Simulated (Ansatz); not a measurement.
Geometry relaxation of CoSi (part 3 of 3)

Continued. System: CoSi (slab, 20 atoms in the cell). Method: DFT PBE, scalar-relativistic, plane waves, PAW, no spin polarisation (Ansatz 0.2.0); cutoff 420 eV, 8×8×1 k-mesh, Gaussian smearing of 0.1 eV. The structure derives from an entry of the Crystallography Open Database.

Geometry of the input (Å; fractional positions):
```
4.4308  0.0000  0.0000
0.0000  4.4308  0.0000
0.0000  0.0000  24.7920
Co 0.8550  0.8550  0.3025
Si 0.6568  0.3432  0.3046
Si 0.3432  0.8432  0.3379
Co 0.1450  0.3550  0.3400
Co 0.6450  0.1450  0.3919
Si 0.8432  0.6568  0.3940
Si 0.1568  0.1568  0.4273
Co 0.3550  0.6450  0.4294
Co 0.8550  0.8550  0.4812
Si 0.6568  0.3432  0.4834
Si 0.3432  0.8432  0.5166
Co 0.1450  0.3550  0.5188
Co 0.6450  0.1450  0.5706
Si 0.8432  0.6568  0.5727
Si 0.1568  0.1568  0.6060
Co 0.3550  0.6450  0.6081
Co 0.8550  0.8550  0.6600
Si 0.6568  0.3432  0.6621
Si 0.3432  0.8432  0.6954
Co 0.1450  0.3550  0.6975
```

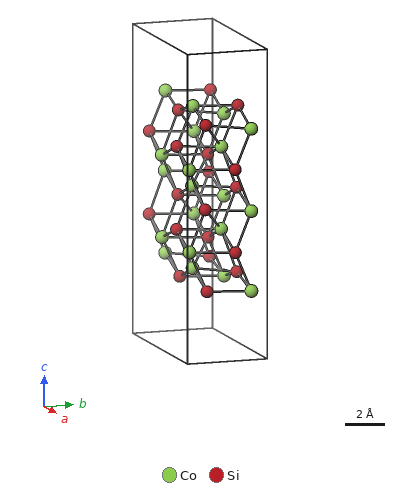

The geometry at step 3 of the log (ball-and-stick view of the 2 × 1 repeat of the cell, with the vacuum cut short, seen slightly off an axis).

**Output, continued**
```
--- Forces (eV/Å), atoms counted from 1 ---
  atom   1  Co    -0.00102248     0.00982133     0.00326889
  atom   2  Si    -0.00396275    -0.00119198    -0.00874480
  atom   3  Si     0.00243751    -0.00161869    -0.00250426
  atom   4  Co    -0.00209565    -0.00458074     0.00781022
  atom   5  Co     0.00052860     0.00002309    -0.00023228
  atom   6  Si     0.00369551     0.00257056     0.00003030
  atom   7  Si     0.00063089    -0.00299840    -0.00068341
  atom   8  Co    -0.00065401    -0.00548584    -0.00012403
  atom   9  Co     0.00428215     0.00304647    -0.00063765
  atom  10  Si    -0.00164548     0.00041939     0.00099065
  atom  11  Si     0.00164644     0.00042172    -0.00098589
  atom  12  Co    -0.00428526     0.00302176     0.00061472
  atom  13  Co     0.00066700    -0.00549334     0.00009869
  atom  14  Si    -0.00062937    -0.00299105     0.00068136
  atom  15  Si    -0.00369768     0.00256279    -0.00003141
  atom  16  Co    -0.00053462     0.00003479     0.00022597
  atom  17  Co     0.00210361    -0.00457949    -0.00779473
  atom  18  Si    -0.00242740    -0.00161537     0.00250991
  atom  19  Si     0.00395311    -0.00119556     0.00874598
  atom  20  Co     0.00101012     0.00982317    -0.00323837
  max |Σ_I F_I| component: 5.39e-6 eV/Å
--- Band table (eV; the first three rows and the last of 34) ---
  k-point 0: bands = ["-89.8803", "-89.8790", "-89.8650", "-89.8612", "-89.8596", "-89.8587", "-89.8331", "-89.8331", "-89.4955", "-89.4955", "-53.2807", "-53.2768", "-53.2620", "-53.2467", "-53.2441", "-53.2382", "-53.2212", "-53.2206", "-53.1980", "-53.1975", "-53.1805", "-53.1730", "-53.1723", "-53.1642", "-53.1498", "-53.1471", "-53.1444", "-53.1326", "-53.1237", "-53.1225", "-53.1064", "-53.1064", "-53.0537", "-53.0537", "-52.9279", "-52.9279", "-52.8667", "-52.8667", "-52.6642", "-52.6642", "-8.4223", "-7.5960", "-6.4491", "-5.0333", "-3.6081", "-3.0171", "-2.5211", "-2.4839", "-1.8338", "-1.7561", "-0.8156", "-0.8105", "-0.3739", "-0.2053", "-0.0166", "0.0653", "0.3264", "0.6067", "0.7345", "0.9968", "1.1580", "1.4509", "1.4517", "1.7658", "1.8092", "1.9419", "1.9537", "2.1203", "2.1479", "2.1795", "2.2363", "2.2445", "2.2627", "2.2760", "2.3289", "2.3542", "2.5140", "2.5970", "2.6728", "2.8583", "2.9117", "2.9547", "3.0555", "3.1080", "3.1825", "3.2310", "3.3638", "3.6424", "3.8593", "3.9129", "3.9320", "3.9682", "3.9848", "4.0377", "4.0602", "4.1959", "4.2059", "4.2202", "4.2636", "4.3603", "4.5054", "4.5485", "4.7147", "4.7874", "4.9378", "5.1750", "5.1991", "5.4795", "6.1095", "6.2899", "6.5196", "6.6666", "6.7137", "6.7923", "7.0707", "7.3529", "7.3692", "7.8596", "8.1790", "8.3689", "8.4049", "8.7379", "8.8371", "9.0397", "9.0462", "9.1686"]
  k-point 1: bands = ["-89.8801", "-89.8789", "-89.8648", "-89.8614", "-89.8597", "-89.8588", "-89.8331", "-89.8331", "-89.4955", "-89.4955", "-53.2805", "-53.2771", "-53.2610", "-53.2468", "-53.2439", "-53.2387", "-53.2214", "-53.2207", "-53.1988", "-53.1984", "-53.1801", "-53.1759", "-53.1687", "-53.1644", "-53.1493", "-53.1472", "-53.1441", "-53.1325", "-53.1237", "-53.1232", "-53.1064", "-53.1059", "-53.0538", "-53.0538", "-52.9278", "-52.9278", "-52.8667", "-52.8667", "-52.6641", "-52.6641", "-8.3068", "-7.4842", "-6.3462", "-4.9666", "-3.5625", "-3.5342", "-2.9151", "-2.2835", "-2.0710", "-1.7044", "-0.8519", "-0.7600", "-0.3867", "-0.3826", "0.1080", "0.1588", "0.3758", "0.5976", "0.6095", "1.0143", "1.2648", "1.3988", "1.4849", "1.7115", "1.8014", "1.8154", "2.0399", "2.1187", "2.1228", "2.1750", "2.2218", "2.2276", "2.2767", "2.3012", "2.4062", "2.4354", "2.5819", "2.5884", "2.7861", "2.8567", "2.8939", "2.9927", "3.0581", "3.0790", "3.1565", "3.2608", "3.4194", "3.6634", "3.8263", "3.8850", "3.8910", "3.9199", "3.9836", "4.0096", "4.0650", "4.1528", "4.1658", "4.2179", "4.2656", "4.3241", "4.5303", "4.5421", "4.7361", "4.7534", "5.0891", "5.1435", "5.1908", "5.5215", "6.2134", "6.2902", "6.5001", "6.6125", "6.7173", "6.9881", "7.1245", "7.2296", "7.6229", "7.6570", "8.0208", "8.1771", "8.2476", "8.6243", "8.7139", "8.9061", "8.9424", "9.0632"]
  k-point 2: bands = ["-89.8797", "-89.8788", "-89.8645", "-89.8620", "-89.8597", "-89.8590", "-89.8331", "-89.8331", "-89.4955", "-89.4955", "-53.2800", "-53.2777", "-53.2584", "-53.2474", "-53.2434", "-53.2398", "-53.2219", "-53.2212", "-53.2005", "-53.2004", "-53.1795", "-53.1782", "-53.1652", "-53.1644", "-53.1483", "-53.1473", "-53.1429", "-53.1324", "-53.1246", "-53.1244", "-53.1062", "-53.1050", "-53.0539", "-53.0539", "-52.9277", "-52.9277", "-52.8668", "-52.8668", "-52.6641", "-52.6641", "-7.9640", "-7.1541", "-6.0521", "-5.0025", "-4.2046", "-3.8428", "-3.2295", "-2.8933", "-1.9336", "-1.9014", "-0.8283", "-0.6900", "-0.3984", "-0.3595", "-0.0374", "0.2744", "0.5418", "0.5794", "0.7974", "1.0469", "1.1774", "1.3228", "1.4426", "1.5260", "1.6105", "1.7301", "1.9590", "2.0730", "2.1921", "2.2266", "2.2754", "2.2962", "2.3353", "2.4075", "2.4688", "2.4769", "2.6682", "2.6877", "2.7854", "2.8515", "2.9225", "2.9260", "3.1350", "3.1459", "3.1884", "3.3322", "3.5066", "3.6221", "3.6922", "3.7028", "3.8149", "3.8630", "3.9444", "3.9563", "4.0350", "4.1091", "4.1672", "4.1798", "4.2789", "4.3363", "4.4976", "4.5944", "4.6896", "4.7020", "5.0428", "5.0785", "5.3844", "5.6219", "6.1526", "6.1891", "6.5406", "6.6981", "6.8636", "6.9527", "7.2752", "7.2959", "7.4896", "7.6616", "7.7300", "8.1086", "8.3100", "8.4593", "8.6986", "8.8159", "8.9065", "8.9255"]
  k-point 33: bands = ["-89.8783", "-89.8783", "-89.8637", "-89.8637", "-89.8594", "-89.8594", "-89.8333", "-89.8333", "-89.4955", "-89.4955", "-53.2746", "-53.2746", "-53.2566", "-53.2566", "-53.2364", "-53.2364", "-53.2302", "-53.2302", "-53.2023", "-53.2023", "-53.1758", "-53.1758", "-53.1646", "-53.1645", "-53.1528", "-53.1528", "-53.1402", "-53.1402", "-53.1200", "-53.1200", "-53.1030", "-53.1030", "-53.0534", "-53.0534", "-52.9278", "-52.9278", "-52.8669", "-52.8669", "-52.6640", "-52.6640", "-5.4758", "-5.4758", "-4.8446", "-4.8446", "-4.4767", "-4.4767", "-4.0487", "-4.0487", "-3.3795", "-3.3795", "-1.6121", "-1.6121", "-1.5076", "-1.5076", "-0.4702", "-0.4702", "0.0251", "0.0251", "0.5120", "0.5120", "1.1435", "1.1435", "1.6066", "1.6066", "1.7918", "1.7918", "2.0260", "2.0260", "2.1563", "2.1563", "2.2490", "2.2490", "2.3375", "2.3375", "2.5760", "2.5760", "2.7646", "2.7646", "2.9139", "2.9139", "3.2964", "3.2964", "3.3531", "3.3531", "3.5227", "3.5227", "3.5277", "3.5277", "3.6411", "3.6411", "3.7355", "3.7355", "3.7816", "3.7816", "3.8375", "3.8375", "3.9997", "3.9997", "4.0574", "4.0574", "4.2335", "4.2335", "4.7824", "4.7824", "4.9663", "4.9663", "5.1158", "5.1158", "5.3982", "5.3982", "5.9890", "5.9890", "6.6078", "6.6078", "7.8575", "7.8575", "8.8252", "8.8252", "9.3920", "9.3920", "10.2778", "10.2778", "10.4779", "10.4779", "10.8581", "10.8581"]
--- Relaxed structure (5 steps of the walk, 5 accepted, 0 SCFs on fresh bases) ---
  F+E_penalty+E_count = -57627.05966029 eV   max|allowed force component| = 9.823e-3 eV/Å
  atoms:
    - { symbol: Co, position: [0.8454976773474409, 0.8566150223007596, 0.30850500573309925] }
    - { symbol: Si, position: [0.6646512441851573, 0.3600806816998471, 0.3069598644827463] }
    - { symbol: Si, position: [0.344148157536804, 0.8448552515036766, 0.3323669314200793] }
    - { symbol: Co, position: [0.15514235966935433, 0.3532714307489599, 0.340588454810193] }
    - { symbol: Co, position: [0.643499452712996, 0.14583432628601523, 0.3932764161286565] }
    - { symbol: Si, position: [0.8439739588166769, 0.6544167359939355, 0.3939459525445142] }
    - { symbol: Si, position: [0.1561948053828049, 0.15165008885062983, 0.4267484523408704] }
    - { symbol: Co, position: [0.3571161485049344, 0.6416061730704011, 0.4291739802857638] }
    - { symbol: Co, position: [0.8550257588441157, 0.8503146730112059, 0.4815508657370508] }
    - { symbol: Si, position: [0.6569460219811137, 0.33949632158968324, 0.48364818062955367] }
    - { symbol: Si, position: [0.34305407422516143, 0.839496420543414, 0.5163518578465366] }
    - { symbol: Co, position: [0.14497428389904235, 0.35031508888376534, 0.5184492532798454] }
    - { symbol: Co, position: [0.6428835527325436, 0.14160629481691486, 0.5708261330773632] }
    - { symbol: Si, position: [0.8438050012019719, 0.6516499251315505, 0.5732515790653757] }
    - { symbol: Si, position: [0.15602591470712374, 0.15441679451803925, 0.6060540382662929] }
    - { symbol: Co, position: [0.3565006318211972, 0.6458342287467089, 0.6067236103812391] }
    - { symbol: Co, position: [0.8448577034824984, 0.8532712444653201, 0.6594114828398594] }
    - { symbol: Si, position: [0.6558517541672497, 0.3448549944824267, 0.6676330118633389] }
    - { symbol: Si, position: [0.3353490788264305, 0.8600808587177039, 0.6930400816321732] }
    - { symbol: Co, position: [0.15450241995538333, 0.35661504103904307, 0.6914948476354482] }
```

**Trajectory as extended XYZ (Å, eV, eV/Å), 5 frames, from step=1 to step=5**
```
20
Lattice="4.4308 0.0000 0.0000 0.0000 4.4308 0.0000 0.0000 0.0000 24.7920" Properties=species:S:1:pos:R:3:forces:R:3 step=1 energy=-57626.65871
Co    3.7883    3.7883    7.5000   -0.5708  -0.2860   1.1185
Si    2.9104    1.5205    7.5524    0.1702   0.4780  -0.0614
Si    1.5205    3.7359    8.3779   -0.0944  -0.0827  -0.9932
Co    0.6426    1.5729    8.4303    0.3941  -0.0535   0.1995
Co    2.8580    0.6426    9.7154    0.0560   0.0680   0.3456
Si    3.7359    2.9104    9.7678    0.0005  -0.0511  -0.4622
Si    0.6949    0.6949   10.5934   -0.0325  -0.0029  -0.1819
Co    1.5729    2.8580   10.6457    0.0772  -0.0114  -0.0041
Co    3.7883    3.7883   11.9308   -0.0273  -0.0413   0.1236
Si    2.9104    1.5205   11.9832    0.0215  -0.0171  -0.0053
Si    1.5205    3.7359   12.8088   -0.0215  -0.0172   0.0053
Co    0.6426    1.5729   12.8612    0.0273  -0.0413  -0.1236
Co    2.8580    0.6426   14.1463   -0.0772  -0.0114   0.0041
Si    3.7359    2.9104   14.1987    0.0325  -0.0029   0.1819
Si    0.6949    0.6949   15.0242   -0.0005  -0.0511   0.4622
Co    1.5729    2.8580   15.0766   -0.0560   0.0680  -0.3456
Co    3.7883    3.7883   16.3617   -0.3941  -0.0535  -0.1995
Si    2.9104    1.5205   16.4141    0.0944  -0.0827   0.9932
Si    1.5205    3.7359   17.2396   -0.1702   0.4780   0.0614
Co    0.6426    1.5729   17.2920    0.5708  -0.2860  -1.1185
20
Lattice="4.4308 0.0000 0.0000 0.0000 4.4308 0.0000 0.0000 0.0000 24.7920" Properties=species:S:1:pos:R:3:forces:R:3 step=2 energy=-57626.91306
Co    3.7544    3.8020    7.5758   -0.2680  -0.2941   0.5869
Si    2.9274    1.5524    7.5742    0.0810   0.3555   0.0217
Si    1.5090    3.7420    8.3472    0.0085  -0.0486  -0.6559
Co    0.6655    1.5763    8.4435    0.1438  -0.1041   0.0781
Co    2.8553    0.6344    9.7290    0.0359   0.1694   0.2611
Si    3.7367    2.8988    9.7715   -0.0346   0.0148  -0.3036
Si    0.6924    0.6850   10.5908   -0.0001  -0.0175  -0.1022
Co    1.5758    2.8510   10.6390    0.0485  -0.0243   0.0865
Co    3.7880    3.7784   11.9363   -0.0231  -0.0361   0.0663
Si    2.9097    1.5119   11.9869    0.0034  -0.0150  -0.0108
Si    1.5212    3.7274   12.8051   -0.0034  -0.0150   0.0108
Co    0.6429    1.5630   12.8557    0.0231  -0.0361  -0.0663
Co    2.8550    0.6356   14.1531   -0.0485  -0.0243  -0.0866
Si    3.7384    2.9005   14.2012    0.0001  -0.0175   0.1022
Si    0.6941    0.6833   15.0205    0.0345   0.0148   0.3036
Co    1.5756    2.8498   15.0631   -0.0359   0.1694  -0.2611
Co    3.7654    3.7917   16.3485   -0.1438  -0.1041  -0.0781
Si    2.9218    1.5266   16.4449   -0.0085  -0.0486   0.6559
Si    1.5034    3.7678   17.2178   -0.0810   0.3555  -0.0217
Co    0.6765    1.5865   17.2162    0.2680  -0.2941  -0.5869
20
Lattice="4.4308 0.0000 0.0000 0.0000 4.4308 0.0000 0.0000 0.0000 24.7920" Properties=species:S:1:pos:R:3:forces:R:3 step=3 energy=-57627.05235
Co    3.7302    3.7946    7.6493    0.1058   0.0188  -0.0262
Si    2.9484    1.5957    7.6040   -0.0636  -0.0074   0.0208
Si    1.5131    3.7430    8.2743   -0.0053  -0.0075  -0.1342
Co    0.6863    1.5649    8.4488   -0.0129  -0.0281  -0.0184
Co    2.8527    0.6463    9.7494   -0.0061   0.0402   0.0423
Si    3.7367    2.8990    9.7625   -0.0078   0.0042   0.0721
Si    0.6924    0.6732   10.5833   -0.0132  -0.0071   0.0110
Co    1.5801    2.8453   10.6364    0.0003  -0.0196   0.0561
Co    3.7868    3.7665   11.9408    0.0128   0.0033  -0.0284
Si    2.9094    1.5038   11.9899    0.0139   0.0033   0.0026
Si    1.5214    3.7193   12.8021   -0.0139   0.0033  -0.0026
Co    0.6441    1.5510   12.8512   -0.0128   0.0033   0.0284
Co    2.8507    0.6299   14.1556   -0.0002  -0.0196  -0.0560
Si    3.7384    2.8886   14.2087    0.0132  -0.0071  -0.0110
Si    0.6941    0.6835   15.0296    0.0078   0.0042  -0.0721
Co    1.5781    2.8617   15.0426    0.0061   0.0401  -0.0422
Co    3.7445    3.7803   16.3432    0.0128  -0.0281   0.0184
Si    2.9177    1.5276   16.5177    0.0053  -0.0075   0.1342
Si    1.4824    3.8111   17.1880    0.0636  -0.0074  -0.0208
Co    0.7006    1.5791   17.1427   -0.1058   0.0189   0.0261
20
Lattice="4.4308 0.0000 0.0000 0.0000 4.4308 0.0000 0.0000 0.0000 24.7920" Properties=species:S:1:pos:R:3:forces:R:3 step=4 energy=-57627.05885
Co    3.7422    3.7964    7.6474    0.0089   0.0082   0.0049
Si    2.9456    1.5972    7.6055   -0.0169  -0.0138   0.0214
Si    1.5200    3.7422    8.2510    0.0202   0.0003  -0.0363
Co    0.6869    1.5631    8.4461   -0.0084   0.0084  -0.0073
Co    2.8522    0.6478    9.7504   -0.0094  -0.0045  -0.0031
Si    3.7379    2.8997    9.7650    0.0019   0.0032   0.0143
Si    0.6919    0.6718   10.5824    0.0015   0.0009  -0.0110
Co    1.5806    2.8437   10.6385    0.0076  -0.0103   0.0190
Co    3.7875    3.7665   11.9394    0.0052   0.0052  -0.0099
Si    2.9107    1.5039   11.9904   -0.0012   0.0025  -0.0012
Si    1.5202    3.7193   12.8016    0.0012   0.0025   0.0012
Co    0.6433    1.5510   12.8526   -0.0052   0.0052   0.0099
Co    2.8503    0.6283   14.1535   -0.0076  -0.0103  -0.0189
Si    3.7390    2.8872   14.2096   -0.0015   0.0009   0.0110
Si    0.6929    0.6843   15.0270   -0.0018   0.0031  -0.0143
Co    1.5787    2.8632   15.0416    0.0094  -0.0045   0.0031
Co    3.7439    3.7785   16.3459    0.0084   0.0084   0.0073
Si    2.9108    1.5268   16.5410   -0.0202   0.0003   0.0363
Si    1.4853    3.8126   17.1865    0.0169  -0.0138  -0.0214
Co    0.6886    1.5809   17.1446   -0.0088   0.0082  -0.0050
20
Lattice="4.4308 0.0000 0.0000 0.0000 4.4308 0.0000 0.0000 0.0000 24.7920" Properties=species:S:1:pos:R:3:forces:R:3 step=5 energy=-57627.05966
Co    3.7463    3.7955    7.6485   -0.0010   0.0098   0.0033
Si    2.9450    1.5955    7.6102   -0.0040  -0.0012  -0.0087
Si    1.5249    3.7434    8.2400    0.0024  -0.0016  -0.0025
Co    0.6874    1.5653    8.4439   -0.0021  -0.0046   0.0078
Co    2.8512    0.6462    9.7501    0.0005   0.0000  -0.0002
Si    3.7395    2.8996    9.7667    0.0037   0.0026   0.0000
Si    0.6921    0.6719   10.5800    0.0006  -0.0030  -0.0007
Co    1.5823    2.8429   10.6401   -0.0007  -0.0055  -0.0001
Co    3.7885    3.7676   11.9386    0.0043   0.0030  -0.0006
Si    2.9108    1.5043   11.9906   -0.0016   0.0004   0.0010
Si    1.5200    3.7197   12.8014    0.0016   0.0004  -0.0010
Co    0.6424    1.5522   12.8534   -0.0043   0.0030   0.0006
Co    2.8485    0.6274   14.1519    0.0007  -0.0055   0.0001
Si    3.7388    2.8874   14.2121   -0.0006  -0.0030   0.0007
Si    0.6913    0.6842   15.0253   -0.0037   0.0026   0.0000
Co    1.5796    2.8616   15.0419   -0.0005   0.0000   0.0002
Co    3.7434    3.7807   16.3481    0.0021  -0.0046  -0.0078
Si    2.9060    1.5280   16.5520   -0.0024  -0.0016   0.0025
Si    1.4859    3.8109   17.1819    0.0040  -0.0012   0.0087
Co    0.6846    1.5801   17.1435    0.0010   0.0098  -0.0032
```

**Summary**

| quantity | value |
| --- | --- |
| outcome | converged |
| electrons treated | 210 |
| free energy | −57627.0597 eV |
| work function, top face | 4.54 eV |
| work function, bottom face | 4.54 eV |
| Fermi energy | 4.942 eV |
| gap on the k-point mesh | none (metallic) |
| final volume | 486.73 Å³ |
| work function (upper face) | 4.54 eV |
| largest force (length of the vector) at the end | 0.010 eV/Å |
| hardware | 2 threads of Intel Xeon @ 2.70GHz, 189 GiB of memory available, shared host |
| wall time | 20 min (CPU time 40 min) |
| peak memory | 1.9 GiB |

**Notes**

Warnings of the run: the exchange-correlation potential is rough where the density is thin. The run has no spin polarisation, so a magnetic state may lie lower.
